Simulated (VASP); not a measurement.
Run report: WSi2, geometry relaxation (part 3 of 3)

Continued. System: WSi2 (I4/mmm, 3 atoms in the cell). Method: Kohn-Sham DFT of a periodic cell, PBE, VASP PAW PBE potentials, recommended, no spin polarisation (VASP 6.6.1); cutoff 250 eV, 18×18×18 k-mesh, Gaussian smearing of 0.1 eV. The structure derives from an entry of the Crystallography Open Database.

Geometry of the input (Å; fractional positions):
```
-1.6069  1.6069  3.9150
1.6069  -1.6069  3.9150
1.6069  1.6069  -3.9150
Si 0.3347  0.3347  0.0000
Si 0.6653  0.6653  -0.0000
W  0.0000  0.0000  0.0000
```

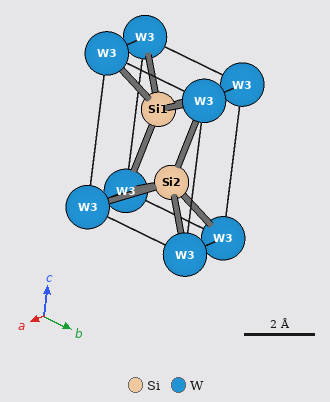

The geometry at step 4 of the log (ball-and-stick view of the reduced cell, seen slightly off an axis; atoms are numbered from 1 in the order of the input).

## Parts of OUTCAR, continued
```
 -----------------------------------------------------------------------------------
    total drift:                                0.000000      0.000000     -0.000000

  FREE ENERGIE OF THE ION-ELECTRON SYSTEM (eV)
  ---------------------------------------------------
  free  energy   TOTEN  =       -24.7690748422 eV

  energy  without entropy=      -24.7681657022  energy(sigma->0) =      -24.76862027

--------------------------------------- Ionic step        6  -------------------------------------------

 number of electron      22.0000001 magnetization

------------------------ aborting loop because EDIFF is reached ----------------------------------------

  FORCE on cell =-STRESS in cart. coord.  units (eV):
  Direction    XX          YY          ZZ          XY          YZ          ZX
  --------------------------------------------------------------------------------------
  -------------------------------------------------------------------------------------
  Total        0.0068803      0.0068803      0.0177952      0.0000000      0.0000000      0.0000000
  in kB        0.2693323      0.2693323      0.6965979      0.0000000      0.0000000      0.0000000
  external PRESSURE =       0.4117542 kB  Pullay stress =       0.0000000 kB

 VOLUME and BASIS-vectors are now :
 -----------------------------------------------------------------------------
  energy-cutoff  :      250.00
  volume of cell :       40.93
      direct lattice vectors                 reciprocal lattice vectors
    -1.613274954  1.613274954  3.931473068     0.000000000  0.309928570  0.127178793
     1.613274954 -1.613274954  3.931473068     0.309928570  0.000000000  0.127178793
     1.613274954  1.613274954 -3.931473068     0.309928570  0.309928570  0.000000000

 POSITION                                       TOTAL-FORCE (eV/Angst)
 -----------------------------------------------------------------------------------
      0.00000      0.00000      2.63020         0.000000      0.000000     -0.004231
      0.00000      0.00000      5.23275        -0.000000     -0.000000      0.004231
      0.00000      0.00000      0.00000         0.000000      0.000000      0.000000
 -----------------------------------------------------------------------------------
    total drift:                               -0.000000     -0.000000      0.000000

  FREE ENERGIE OF THE ION-ELECTRON SYSTEM (eV)
  ---------------------------------------------------
  free  energy   TOTEN  =       -24.7690752878 eV

  energy  without entropy=      -24.7681660583  energy(sigma->0) =      -24.76862067

--------------------------------------- Ionic step        7  -------------------------------------------

 number of electron      22.0000001 magnetization

------------------------ aborting loop because EDIFF is reached ----------------------------------------

  FORCE on cell =-STRESS in cart. coord.  units (eV):
  Direction    XX          YY          ZZ          XY          YZ          ZX
  --------------------------------------------------------------------------------------
  -------------------------------------------------------------------------------------
  Total       -0.0138164     -0.0138164     -0.0180655      0.0000000      0.0000000      0.0000000
  in kB       -0.5406138     -0.5406138     -0.7068741      0.0000000      0.0000000      0.0000000
  external PRESSURE =      -0.5960339 kB  Pullay stress =       0.0000000 kB

 VOLUME and BASIS-vectors are now :
 -----------------------------------------------------------------------------
  energy-cutoff  :      250.00
  volume of cell :       40.95
      direct lattice vectors                 reciprocal lattice vectors
    -1.613447750  1.613447750  3.932314785     0.000000000  0.309895378  0.127151570
     1.613447750 -1.613447750  3.932314785     0.309895378  0.000000000  0.127151570
     1.613447750  1.613447750 -3.932314785     0.309895378  0.309895378  0.000000000

 POSITION                                       TOTAL-FORCE (eV/Angst)
 -----------------------------------------------------------------------------------
      0.00000      0.00000      2.63056        -0.000000     -0.000000      0.000994
      0.00000      0.00000      5.23407         0.000000      0.000000     -0.000994
      1.61345      1.61345     -3.93231        -0.000000     -0.000000     -0.000000
 -----------------------------------------------------------------------------------
    total drift:                                0.000000      0.000000     -0.000000

  FREE ENERGIE OF THE ION-ELECTRON SYSTEM (eV)
  ---------------------------------------------------
  free  energy   TOTEN  =       -24.7690741814 eV

  energy  without entropy=      -24.7681619259  energy(sigma->0) =      -24.76861805

--------------------------------------- Ionic step        8  -------------------------------------------

 number of electron      22.0000001 magnetization

------------------------ aborting loop because EDIFF is reached ----------------------------------------

  FORCE on cell =-STRESS in cart. coord.  units (eV):
  Direction    XX          YY          ZZ          XY          YZ          ZX
  --------------------------------------------------------------------------------------
  -------------------------------------------------------------------------------------
  Total       -0.0010943     -0.0010943      0.0036960      0.0000000      0.0000000      0.0000000
  in kB       -0.0428281     -0.0428281      0.1446562      0.0000000      0.0000000      0.0000000
  external PRESSURE =       0.0196667 kB  Pullay stress =       0.0000000 kB

 VOLUME and BASIS-vectors are now :
 -----------------------------------------------------------------------------
  energy-cutoff  :      250.00
  volume of cell :       40.94
      direct lattice vectors                 reciprocal lattice vectors
    -1.613342745  1.613342745  3.931803289     0.000000000  0.309915547  0.127168112
     1.613342745 -1.613342745  3.931803289     0.309915547  0.000000000  0.127168112
     1.613342745  1.613342745 -3.931803289     0.309915547  0.309915547  0.000000000

 POSITION                                       TOTAL-FORCE (eV/Angst)
 -----------------------------------------------------------------------------------
      0.00000      0.00000      2.63034        -0.000000     -0.000000     -0.002161
      0.00000      0.00000      5.23327        -0.000000     -0.000000      0.002161
      0.00000     -0.00000      0.00000         0.000000      0.000000     -0.000000
 -----------------------------------------------------------------------------------
    total drift:                               -0.000000      0.000000     -0.000000

  FREE ENERGIE OF THE ION-ELECTRON SYSTEM (eV)
  ---------------------------------------------------
  free  energy   TOTEN  =       -24.7690765730 eV

  energy  without entropy=      -24.7681661864  energy(sigma->0) =      -24.76862138

--------------------------------------- Ionic step        9  -------------------------------------------

 number of electron      22.0000001 magnetization

 Free energy of the ion-electron system (eV)
  ---------------------------------------------------
  ext. energy  EPLUGINS =         0.00000000
  ---------------------------------------------------
  free energy    TOTEN  =       -24.76907658 eV

  energy without entropy =      -24.76816588  energy(sigma->0) =      -24.76862123

 E-fermi :  11.7958     XC(G=0): -12.4719     alpha+bet :-18.7738

 val. band max:       11.7731935408   @ k =  -0.3889   0.5000   0.3333
 cond. band min:      11.8320590832   @ k =  -0.3889  -0.4444   0.3889
 fundamental gap:      0.0588655425
 Fermi energy:        11.7957542296

 k-point     1 :       0.0000    0.0000    0.0000
  band No.  band energies     occupation
      1     -62.0419      2.00000
      2     -26.3174      2.00000
      3     -26.3013      2.00000
      4     -26.3013      2.00000
      5      -2.1934      2.00000
      6       5.0169      2.00000
      7       8.0262      2.00000
      8       8.5377      2.00000
      9       8.9786      2.00000
     10       8.9786      2.00000
     11      12.4091      0.00000
     12      14.4573      0.00000
     13      14.8116      0.00000
     14      14.8487      0.00000
     15      14.8487      0.00000

 k-point     2 :       0.0556   -0.0000    0.0000
  band No.  band energies     occupation
      1     -62.0424      2.00000
      2     -26.3173      2.00000
      3     -26.3084      2.00000
      4     -26.3015      2.00000
      5      -2.1351      2.00000
      6       5.0202      2.00000
      7       7.8444      2.00000
      8       8.5381      2.00000
      9       9.0175      2.00000
     10       9.0524      2.00000
     11      12.1596      0.00000
     12      14.2932      0.00000
     13      14.6050      0.00000
     14      14.9708      0.00000
     15      15.1302      0.00000

 k-point     3 :       0.1111   -0.0000    0.0000
  band No.  band energies     occupation
      1     -62.0417      2.00000
      2     -26.3265      2.00000
      3     -26.3159      2.00000
      4     -26.2999      2.00000
      5      -1.9611      2.00000
      6       5.0209      2.00000
      7       7.4360      2.00000
      8       8.5172      2.00000
      9       9.1338      2.00000
     10       9.1866      2.00000
     11      11.6350      1.97703
     12      13.8323      0.00000
     13      14.2332      0.00000
     14      15.4279      0.00000
     15      15.7150      0.00000

 k-point     4 :       0.1667    0.0000    0.0000
  band No.  band energies     occupation
      1     -62.0408      2.00000
      2     -26.3545      2.00000
      3     -26.3137      2.00000
      4     -26.2974      2.00000
      5      -1.6753      2.00000
      6       4.9846      2.00000
      7       6.9708      2.00000
      8       8.4173      2.00000
      9       9.2983      2.00000
     10       9.3161      2.00000
     11      11.0772      2.00000
     12      13.3275      0.00000
     13      13.9878      0.00000
     14      15.9688      0.00000
     15      16.1606      0.00000

 k-point     5 :       0.2222    0.0000   -0.0000
  band No.  band energies     occupation
      1     -62.0399      2.00000
      2     -26.3888      2.00000
      3     -26.3113      2.00000
      4     -26.2943      2.00000
      5      -1.2839      2.00000
      6       4.8408      2.00000
      7       6.5751      2.00000
      8       8.1784      2.00000
      9       9.3608      2.00000
     10       9.5272      2.00000
     11      10.6097      2.00000
     12      13.0544      0.00000
     13      13.9009      0.00000
     14      16.2063      0.00000
     15      16.2883      0.00000

 [... the levels of 18 k-points are left out ...]

 k-point    24 :      -0.2222    0.0556    0.0000
  band No.  band energies     occupation
      1     -62.0394      2.00000
      2     -26.3880      2.00000
      3     -26.3098      2.00000
      4     -26.3001      2.00000
      5      -1.2949      2.00000
      6       5.1139      2.00000
      7       6.4631      2.00000
      8       8.2162      2.00000
      9       8.9592      2.00000
     10       9.6758      2.00000
     11      10.4003      2.00000
     12      13.3596      0.00000
     13      13.9870      0.00000
     14      16.1596      0.00000
     15      16.2669      0.00000

 [... further k-points ...]

------------------------ aborting loop because EDIFF is reached ----------------------------------------

  FORCE on cell =-STRESS in cart. coord.  units (eV):
  Direction    XX          YY          ZZ          XY          YZ          ZX
  --------------------------------------------------------------------------------------
  -------------------------------------------------------------------------------------
  Total       -0.0019774     -0.0019774      0.0019416      0.0000000     -0.0000000      0.0000000
  in kB       -0.0773893     -0.0773893      0.0759895      0.0000000     -0.0000000      0.0000000
  external PRESSURE =      -0.0262630 kB  Pullay stress =       0.0000000 kB

 VOLUME and BASIS-vectors are now :
 -----------------------------------------------------------------------------
  energy-cutoff  :      250.00
  volume of cell :       40.94
      direct lattice vectors                 reciprocal lattice vectors
    -1.613360027  1.613360027  3.931887471     0.000000000  0.309912228  0.127165389
     1.613360027 -1.613360027  3.931887471     0.309912228  0.000000000  0.127165389
     1.613360027  1.613360027 -3.931887471     0.309912228  0.309912228  0.000000000

 POSITION                                       TOTAL-FORCE (eV/Angst)
 -----------------------------------------------------------------------------------
      0.00000      0.00000      2.63037        -0.000000     -0.000000     -0.001657
      0.00000      0.00000      5.23340         0.000000      0.000000      0.001657
      1.61336      1.61336     -3.93189        -0.000000     -0.000000      0.000000
 -----------------------------------------------------------------------------------
    total drift:                                0.000000      0.000000     -0.000000

  FREE ENERGIE OF THE ION-ELECTRON SYSTEM (eV)
  ---------------------------------------------------
  free  energy   TOTEN  =       -24.7690765831 eV

  energy  without entropy=      -24.7681658762  energy(sigma->0) =      -24.76862123

 reached required accuracy - stopping structural energy minimisation
```

## CONTCAR
```
Si2W
   1.00000000000000
    -1.6133600269381765    1.6133600269381765    3.9318874712607750
     1.6133600269381765   -1.6133600269381765    3.9318874712607750
     1.6133600269381765    1.6133600269381765   -3.9318874712607750
  Si              W
     2     1
Direct
     0.3344925272526859    0.3344925272526859    0.0000000000000000
     0.6655074727473143    0.6655074727473143    0.0000000000000000
     0.0000000000000000    0.0000000000000000    1.0000000000000000

  0.00000000E+00  0.00000000E+00  0.00000000E+00
  0.00000000E+00  0.00000000E+00  0.00000000E+00
  0.00000000E+00  0.00000000E+00  0.00000000E+00
```

## Trajectory as extended XYZ (Å, eV, eV/Å), 9 frames, from step=0 to step=8
```
3
Lattice="-1.6069 1.6069 3.9150 1.6069 -1.6069 3.9150 1.6069 1.6069 -3.9150" Properties=species:S:1:pos:R:3:forces:R:3 step=0 energy=-24.76457
Si    0.0000    0.0000    2.6207    0.0000   0.0000  -0.0685
Si    0.0000    0.0000    5.2092    0.0000   0.0000   0.0685
W     0.0000    0.0000    0.0000    0.0000   0.0000   0.0000
3
Lattice="-1.6244 1.6244 3.9658 1.6244 -1.6244 3.9658 1.6244 1.6244 -3.9658" Properties=species:S:1:pos:R:3:forces:R:3 step=1 energy=-24.75464
Si    0.0000    0.0000    2.6514    0.0000   0.0000   0.0875
Si    0.0000    0.0000    5.2803    0.0000   0.0000  -0.0875
W     1.6244    1.6244    3.9658    0.0000   0.0000   0.0000
3
Lattice="-1.6131 1.6131 3.9331 1.6131 -1.6131 3.9331 1.6131 1.6131 -3.9331" Properties=species:S:1:pos:R:3:forces:R:3 step=2 energy=-24.76907
Si    0.0000    0.0000    2.6316    0.0000   0.0000  -0.0099
Si    0.0000    0.0000    5.2345    0.0000   0.0000   0.0099
W     0.0000    0.0000    0.0000    0.0000   0.0000   0.0000
3
Lattice="-1.6130 1.6130 3.9327 1.6130 -1.6130 3.9327 1.6130 1.6130 -3.9327" Properties=species:S:1:pos:R:3:forces:R:3 step=3 energy=-24.76907
Si    0.0000    0.0000    2.6314    0.0000   0.0000  -0.0111
Si    0.0000    0.0000    5.2340    0.0000   0.0000   0.0111
W     0.0000    0.0000    0.0000    0.0000   0.0000   0.0000
3
Lattice="-1.6133 1.6133 3.9312 1.6133 -1.6133 3.9312 1.6133 1.6133 -3.9312" Properties=species:S:1:pos:R:3:forces:R:3 step=4 energy=-24.76907
Si    1.6133    1.6133   -1.3013    0.0000   0.0000  -0.0027
Si    0.0000    0.0000    5.2325    0.0000   0.0000   0.0027
W     1.6133    1.6133   -3.9312    0.0000   0.0000   0.0000
3
Lattice="-1.6133 1.6133 3.9315 1.6133 -1.6133 3.9315 1.6133 1.6133 -3.9315" Properties=species:S:1:pos:R:3:forces:R:3 step=5 energy=-24.76908
Si    0.0000    0.0000    2.6302    0.0000   0.0000  -0.0042
Si    0.0000    0.0000    5.2328    0.0000   0.0000   0.0042
W     0.0000    0.0000    0.0000    0.0000   0.0000   0.0000
3
Lattice="-1.6134 1.6134 3.9323 1.6134 -1.6134 3.9323 1.6134 1.6134 -3.9323" Properties=species:S:1:pos:R:3:forces:R:3 step=6 energy=-24.76907
Si    0.0000    0.0000    2.6306    0.0000   0.0000   0.0010
Si    0.0000    0.0000    5.2341    0.0000   0.0000  -0.0010
W     1.6134    1.6134   -3.9323    0.0000   0.0000   0.0000
3
Lattice="-1.6133 1.6133 3.9318 1.6133 -1.6133 3.9318 1.6133 1.6133 -3.9318" Properties=species:S:1:pos:R:3:forces:R:3 step=7 energy=-24.76908
Si    0.0000    0.0000    2.6303    0.0000   0.0000  -0.0022
Si    0.0000    0.0000    5.2333    0.0000   0.0000   0.0022
W     0.0000    0.0000    0.0000    0.0000   0.0000   0.0000
3
Lattice="-1.6134 1.6134 3.9319 1.6134 -1.6134 3.9319 1.6134 1.6134 -3.9319" Properties=species:S:1:pos:R:3:forces:R:3 step=8 energy=-24.76908
Si    0.0000    0.0000    2.6304    0.0000   0.0000  -0.0017
Si    0.0000    0.0000    5.2334    0.0000   0.0000   0.0017
W     1.6134    1.6134   -3.9319    0.0000   0.0000   0.0000
```
